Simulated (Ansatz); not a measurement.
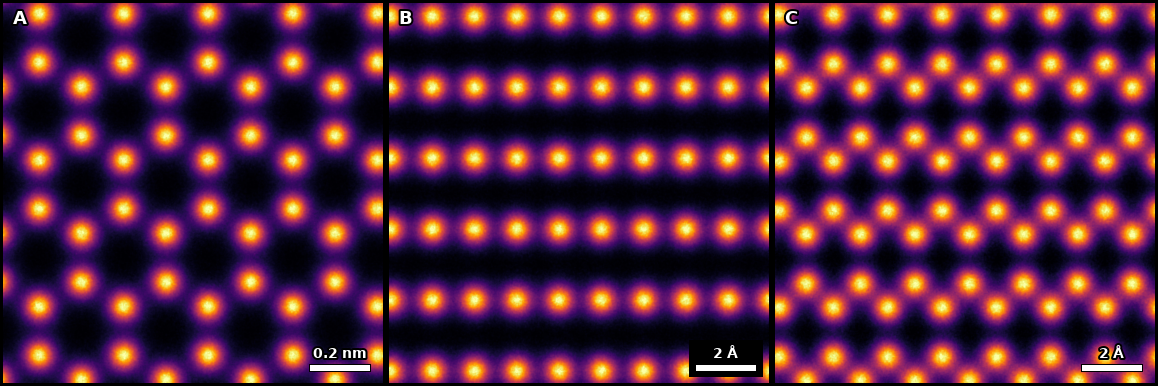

Three views of Au (P6_3/mmc, No. 194) along different zone axes. Simulated as the projected potential of neutral atoms (B = 0.5 Å²) blurred by a 0.59 Å probe, the thin-sample limit of integrated differential phase contrast. Shot noise was added. Model: the geometry relaxed at fixed volume with DFT r2SCAN, scalar-relativistic, plane waves, PAW in Ansatz 0.2.0; the starting structure was generated, so it need not be a known form of this composition.

```xyz
2
Lattice="2.8931 0.0000 0.0000 -1.4466 2.5055 0.0000 0.0000 0.0000 4.8536" Properties=species:S:1:pos:R:3 pbc="T T T"
Au    0.0000    1.6703    3.6402
Au    1.4466    0.8352    1.2134
```

Question: Match the panels to the zone axes [001], [201] and [210].

Answer: A is [001]: projected cell 2.89 × 2.89 Å, 120°, plane group p6mm. B is [210]: projected cell 1.45 × 2.43 Å, 90°, plane group p2mm. C is [201]: projected cell 1.86 × 2.67 Å, 110°, plane group c2mm.
